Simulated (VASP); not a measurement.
## Run report: Ni, geometry relaxation (part 2 of 3)

The same run, continued: Ni (Fm-3m, 1 atom in the cell); Kohn-Sham DFT of a periodic cell, PBE, VASP PAW PBE potentials, recommended, spin-polarised (VASP 6.6.1); cutoff 200 eV, 20×20×20 k-mesh, Gaussian smearing of 0.1 eV, collinear spins. The structure derives from an entry of the Crystallography Open Database.

Geometry of the input (Å; fractional positions):
```
-0.0000  1.6613  1.6613
1.6613  -0.0000  1.6613
1.6613  1.6613  -0.0000
Ni -0.0000  1.0000  0.0000
```

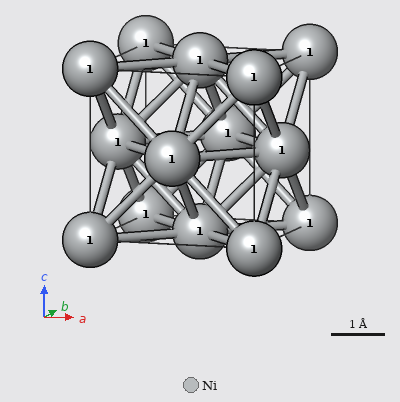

The structure as given in the input (ball-and-stick view of the cell 4 times as large as that of the calculation, set on its symmetry axes, seen slightly off an axis; atoms are numbered from 1 in the order of the input). An atom can appear more than once, as a periodic image.

Parts of OUTCAR, continued
```
 Following reciprocal coordinates:
            Coordinates               Weight
  0.000000  0.000000  0.000000      1.000000
  0.050000  0.000000  0.000000      8.000000
  0.100000  0.000000  0.000000      8.000000
  0.150000  0.000000  0.000000      8.000000
  0.200000  0.000000  0.000000      8.000000
  0.250000  0.000000  0.000000      8.000000
  0.300000  0.000000  0.000000      8.000000
  0.350000  0.000000  0.000000      8.000000
  0.400000  0.000000  0.000000      8.000000
  0.450000  0.000000  0.000000      8.000000
  0.500000  0.000000  0.000000      4.000000
  0.050000  0.050000  0.000000      6.000000
  0.100000  0.050000  0.000000     24.000000
  0.150000  0.050000  0.000000     24.000000
  0.200000  0.050000  0.000000     24.000000
  0.250000  0.050000  0.000000     24.000000
  0.300000  0.050000  0.000000     24.000000
  0.350000  0.050000  0.000000     24.000000
  0.400000  0.050000  0.000000     24.000000
  0.450000  0.050000  0.000000     24.000000
  0.500000  0.050000  0.000000     24.000000
 -0.450000  0.050000  0.000000     24.000000
 -0.400000  0.050000  0.000000     24.000000
 -0.350000  0.050000  0.000000     24.000000
 [... further k-points ...]
   k-points           NKPTS =    256   k-points in BZ     NKDIM =    256   number of bands    NBANDS=      9
   number of dos      NEDOS =    301   number of ions     NIONS =      1
   total plane-waves  NPLWV =   1728
   dimension x,y,z NGX =    12 NGY =   12 NGZ =   12
   dimension x,y,z NGXF=    24 NGYF=   24 NGZF=   24
   ions per type =               1
   NGX,Y,Z   is equivalent  to a cutoff of   8.49,  8.49,  8.49 a.u.
   NGXF,Y,Z  is equivalent  to a cutoff of  16.98, 16.98, 16.98 a.u.
 SYSTEM =  Ni
   PREC   = accura    normal or accurate (medium, high low for compatibility)
   ISTART =      0    job   : 0-new  1-cont  2-samecut
   ICHARG =      2    charge: 1-file 2-atom 10-const
   ISPIN  =      2    spin polarized calculation?
   LNONCOLLINEAR =      F non collinear calculations
   LSORBIT =      F    spin-orbit coupling
   LASPH  =      T    aspherical Exc in radial PAW
   ENCUT  =  200.0 eV  14.70 Ry    3.83 a.u.   2.71  2.71  2.71*2*pi/ulx,y,z
   NELM   =    100;   NELMIN=  2; NELMDL= -5     # of ELM steps
   EDIFF  = 0.1E-06   stopping-criterion for ELM
   LREAL  =      F    real-space projection
   EDIFFG = -.2E-02   stopping-criterion for IOM
   NSW    =     80    number of steps for IOM
   IBRION =      2    ionic relax: 0-MD 1-quasi-New 2-CG
   NFREE  =      1    steps in history (QN), initial steepest desc. (CG)
   ISIF   =      3    stress and relaxation
   ISYM   =      2    0-nonsym 1-usesym 2-fastsym
   POTIM  = 0.5000    time-step for ionic-motion
   TEBEG  =    0.0;   TEEND  =   0.0 temperature during run
   PSTRESS=    0.0 pullay stress
   NELECT =      10.0000    total number of electrons
   NUPDOWN=      -1.0000    fix difference up-down
   EMIN   =  10.00;   EMAX   =-10.00  energy-range for DOS
   EFERMI =   0.00;   METHOD = LEGACY
   ISMEAR =     0;   SIGMA  =   0.10  broadening in eV -4-tet -1-fermi 0-gaus
   EFERMI_NEDOS =   21; number of points for ismear=-14 and -15
   IALGO  =     38    algorithm
   IMIX   =      4    mixing-type and parameters
     AMIX     =   0.40;   BMIX     =  1.00
     AMIX_MAG =   1.60;   BMIX_MAG =  1.00
  volume/ion in A,a.u.               =       9.17        61.89
  Fermi-wavevector in a.u.,A,eV,Ry     =   1.685017  3.184221 38.630789  2.839283
  Thomas-Fermi vector in A             =   2.767936
   LORBIT       =     11    0 simple, 1 ext, 2 COOP (PROOUT), +10 PAW based schemes
   GGA     = PE    functional components
   LHFCALC =     F    Hartree Fock is set to
   AEXX    =    0.0000 exact exchange contribution
   IVDW    =     0    specifies the selected vdW correction
   LEPSILON=     F    determine dielectric tensor
   LRPA    =     F    only Hartree local field effects (RPA)
 conjugate gradient relaxation of ions
 spin polarized calculation
 Gauss-broadening in eV      SIGMA  =   0.10
  energy-cutoff  :      200.00
  volume of cell :        9.17
 maximum number of plane-waves:        64
   NGX =  5   NGY =  5   NGZ =  5

--------------------------------------- Ionic step        1  -------------------------------------------

 number of electron      10.0000088 magnetization       0.5294787

 Free energy of the ion-electron system (eV)
  ---------------------------------------------------
  ext. energy  EPLUGINS =         0.00000000
  ---------------------------------------------------
  free energy    TOTEN  =        -4.83136778 eV

  energy without entropy =       -4.82319011  energy(sigma->0) =       -4.82727895

------------------------ aborting loop because EDIFF is reached ----------------------------------------

  FORCE on cell =-STRESS in cart. coord.  units (eV):
  Direction    XX          YY          ZZ          XY          YZ          ZX
  --------------------------------------------------------------------------------------
  -------------------------------------------------------------------------------------
  Total       -4.8525250     -4.8525250     -4.8525250     -0.0000000      0.0000000      0.0000000
  in kB     -847.7481934   -847.7481934   -847.7481934     -0.0000000      0.0000000      0.0000000
  external PRESSURE =    -847.7481934 kB  Pullay stress =       0.0000000 kB

 VOLUME and BASIS-vectors are now :
 -----------------------------------------------------------------------------
  energy-cutoff  :      200.00
  volume of cell :        9.17
      direct lattice vectors                 reciprocal lattice vectors
     0.000000000  1.661347562  1.661347562    -0.300960504  0.300960504  0.300960504
     1.661347562  0.000000000  1.661347562     0.300960504 -0.300960504  0.300960504
     1.661347562  1.661347562  0.000000000     0.300960504  0.300960504 -0.300960504

 POSITION                                       TOTAL-FORCE (eV/Angst)
 -----------------------------------------------------------------------------------
      0.00000      0.00000      0.00000         0.000000      0.000000      0.000000
 -----------------------------------------------------------------------------------
    total drift:                               -0.000000     -0.000000     -0.000000

  FREE ENERGIE OF THE ION-ELECTRON SYSTEM (eV)
  ---------------------------------------------------
  free  energy   TOTEN  =        -4.8313677827 eV

  energy  without entropy=       -4.8231901103  energy(sigma->0) =       -4.82727895

--------------------------------------- Ionic step        2  -------------------------------------------

 number of electron      10.0000002 magnetization       0.0003902

 number of electron      10.0000002 magnetization      -0.0000210

------------------------ aborting loop because EDIFF is reached ----------------------------------------

  FORCE on cell =-STRESS in cart. coord.  units (eV):
  Direction    XX          YY          ZZ          XY          YZ          ZX
  --------------------------------------------------------------------------------------
  -------------------------------------------------------------------------------------
  Total       47.6406205     47.6406205     47.6406205      0.0000000      0.0000000     -0.0000000
  in kB    18524.9931288  18524.9931288  18524.9931288      0.0000000      0.0000000     -0.0000000
  external PRESSURE =   18524.9931288 kB  Pullay stress =       0.0000000 kB

 VOLUME and BASIS-vectors are now :
 -----------------------------------------------------------------------------
  energy-cutoff  :      200.00
  volume of cell :        4.12
      direct lattice vectors                 reciprocal lattice vectors
    -0.000000000  1.272428282  1.272428282    -0.392949455  0.392949455  0.392949455
     1.272428282  0.000000000  1.272428282     0.392949455 -0.392949455  0.392949455
     1.272428282  1.272428282  0.000000000     0.392949455  0.392949455 -0.392949455

 POSITION                                       TOTAL-FORCE (eV/Angst)
 -----------------------------------------------------------------------------------
      0.00000      0.00000      0.00000        -0.000000      0.000000     -0.000000
 -----------------------------------------------------------------------------------
    total drift:                               -0.000000     -0.000000     -0.000000

  FREE ENERGIE OF THE ION-ELECTRON SYSTEM (eV)
  ---------------------------------------------------
  free  energy   TOTEN  =         9.8744355960 eV

  energy  without entropy=        9.8797496274  energy(sigma->0) =        9.87709261

--------------------------------------- Ionic step        3  -------------------------------------------

 number of electron       9.9999994 magnetization       0.0000507

 number of electron       9.9999994 magnetization      -0.0000240

------------------------ aborting loop because EDIFF is reached ----------------------------------------

  FORCE on cell =-STRESS in cart. coord.  units (eV):
  Direction    XX          YY          ZZ          XY          YZ          ZX
  --------------------------------------------------------------------------------------
  -------------------------------------------------------------------------------------
  Total       -0.8493728     -0.8493728     -0.8493728     -0.0000000      0.0000000      0.0000000
  in kB     -158.9720721   -158.9720721   -158.9720721     -0.0000000      0.0000000      0.0000000
  external PRESSURE =    -158.9720721 kB  Pullay stress =       0.0000000 kB

 VOLUME and BASIS-vectors are now :
 -----------------------------------------------------------------------------
  energy-cutoff  :      200.00
  volume of cell :        8.56
      direct lattice vectors                 reciprocal lattice vectors
    -0.000000000  1.623626108  1.623626108    -0.307952673  0.307952673  0.307952673
     1.623626108  0.000000000  1.623626108     0.307952673 -0.307952673  0.307952673
     1.623626108  1.623626108  0.000000000     0.307952673  0.307952673 -0.307952673

 POSITION                                       TOTAL-FORCE (eV/Angst)
 -----------------------------------------------------------------------------------
      0.00000      0.00000      0.00000         0.000000     -0.000000      0.000000
 -----------------------------------------------------------------------------------
    total drift:                               -0.000000     -0.000000     -0.000000

  FREE ENERGIE OF THE ION-ELECTRON SYSTEM (eV)
  ---------------------------------------------------
  free  energy   TOTEN  =        -4.9945775453 eV

  energy  without entropy=       -4.9788400058  energy(sigma->0) =       -4.98670878

--------------------------------------- Ionic step        4  -------------------------------------------

 number of electron       9.9999968 magnetization       0.0004284

------------------------ aborting loop because EDIFF is reached ----------------------------------------

  FORCE on cell =-STRESS in cart. coord.  units (eV):
  Direction    XX          YY          ZZ          XY          YZ          ZX
  --------------------------------------------------------------------------------------
  -------------------------------------------------------------------------------------
  Total       -0.2165882     -0.2165882     -0.2165882     -0.0000000      0.0000000      0.0000000
  in kB      -41.0018298    -41.0018298    -41.0018298     -0.0000000      0.0000000      0.0000000
  external PRESSURE =     -41.0018298 kB  Pullay stress =       0.0000000 kB

 VOLUME and BASIS-vectors are now :
 -----------------------------------------------------------------------------
  energy-cutoff  :      200.00
  volume of cell :        8.46
      direct lattice vectors                 reciprocal lattice vectors
    -0.000000000  1.617474367  1.617474367    -0.309123910  0.309123910  0.309123910
     1.617474367  0.000000000  1.617474367     0.309123910 -0.309123910  0.309123910
     1.617474367  1.617474367  0.000000000     0.309123910  0.309123910 -0.309123910

 POSITION                                       TOTAL-FORCE (eV/Angst)
 -----------------------------------------------------------------------------------
      0.00000      0.00000      0.00000        -0.000000      0.000000     -0.000000
 -----------------------------------------------------------------------------------
    total drift:                               -0.000000     -0.000000     -0.000000

  FREE ENERGIE OF THE ION-ELECTRON SYSTEM (eV)
  ---------------------------------------------------
  free  energy   TOTEN  =        -5.0006588630 eV

  energy  without entropy=       -4.9852478619  energy(sigma->0) =       -4.99295336

--------------------------------------- Ionic step        5  -------------------------------------------

 number of electron       9.9999960 magnetization       0.0001254

 number of electron       9.9999960 magnetization      -0.0000573

------------------------ aborting loop because EDIFF is reached ----------------------------------------
```
